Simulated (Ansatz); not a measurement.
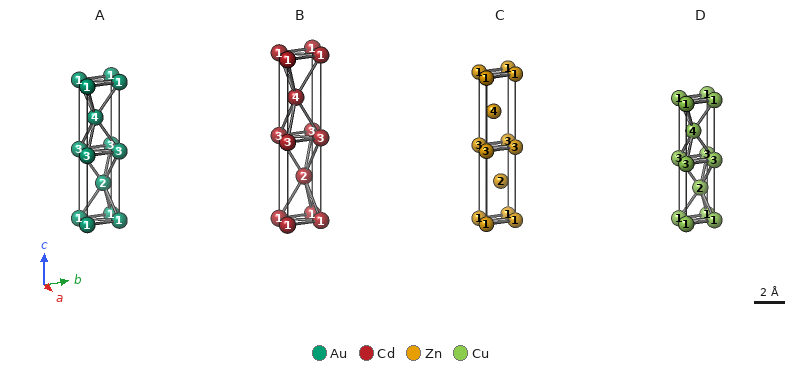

One structure type (space group P6_3/mmc for the parent) with different elements on its sites, each relaxed in cell and atoms to zero pressure (within 0.1 GPa). The picture is a ball-and-stick view of the cell of the calculation, seen slightly off an axis.

Method: DFT PBE, scalar-relativistic, plane waves, PAW (Ansatz 0.2.0). Settings: plane-wave cutoff 420 eV; occupations gaussian; smearing width 0.1 eV; no spin polarisation. The k-mesh is chosen for each cell (18×18×6, 18×18×4).

> Give the formulas, and rank the crystals by volume per atom, smallest first.

D = Cu (12.0 Å³), C = Zn (15.4 Å³), A = Au (18.0 Å³), B = Cd (23.0 Å³).
